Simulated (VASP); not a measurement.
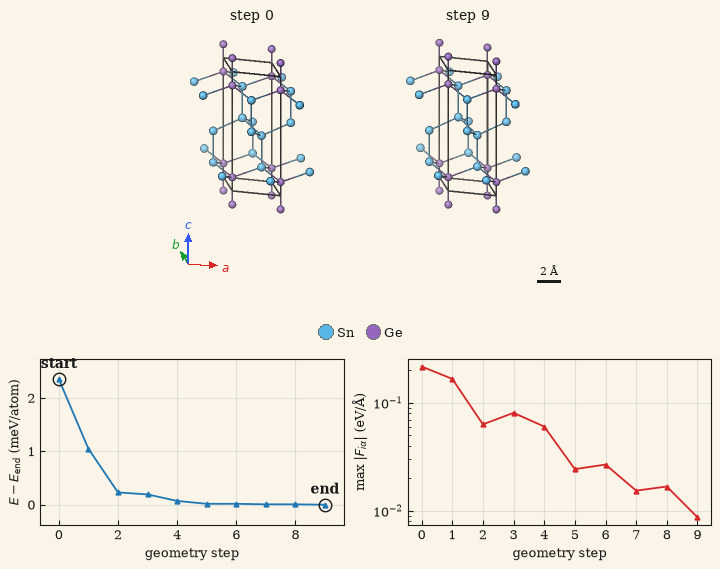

First and last geometry of a relaxation of solid Sn2Ge (a generated structure, set up in P-3m1), with the history of the run. The picture is a ball-and-stick view of the cell of the calculation, seen slightly off an axis.

The run lets cell and atoms move.

Computed with VASP, Kohn-Sham DFT of a periodic cell, PBE, VASP PAW PBE potentials, recommended.

The input:
```
PREC = Accurate ; ENCUT = 520
EDIFF = 1E-6 ; ISMEAR = 0
SIGMA = 0.1 ; LREAL = False
LASPH = True ; NELM = 120
ALGO = Normal ; ISIF = 3
LWAVE = False ; LCHARG = False
GGA = PE ; IBRION = 2
NSW = 90 ; EDIFFG = -0.01
KPAR = 4
```

Run as
```bash
cat potpaw_PBE.64/Sn_d/POTCAR potpaw_PBE.64/Ge_d/POTCAR > POTCAR
mpirun -np 4 vasp_std > vasp.out
```

> Read the history and describe the run.

It converged. The energy falls by 2.4 meV per atom in 9 geometry steps. The largest force component goes from 0.22 to 0.0087 eV/Å. The pressure goes from 0.06 to 0.00 GPa. The largest moves relative to the cell, 0.037 Å, are those of Sn atoms. Largest moves by element: Sn 0.037 Å, Ge 0.010 Å. The volume changes by +0.2 %, with a = b 4.523 → 4.499 Å (−0.5 %), c 10.905 → 11.041 Å (+1.2 %). Among the contacts that change: Ge–Ge 2.496 → 2.507 Å, Sn–Sn 2.881 → 2.874 Å. The space group stays P-3m1 (No. 164).

```
step  E − E(0), meV/atom  largest force component, eV/Å  pressure, GPa  volume, Å³/atom
   0                0.00                         0.2164           0.06           32.202
   1               -1.30                         0.1664           0.00           32.258
   2               -2.12                         0.0632          -0.13           32.371
   3               -2.16                         0.0807          -0.14           32.353
   4               -2.28                         0.0603           0.08           32.202
   5               -2.34                         0.0243          -0.01           32.256
   6               -2.34                         0.0268           0.03           32.254
   7               -2.35                         0.0154          -0.02           32.271
   8               -2.35                         0.0168          -0.03           32.274
   9               -2.35                         0.0087           0.00           32.252
```
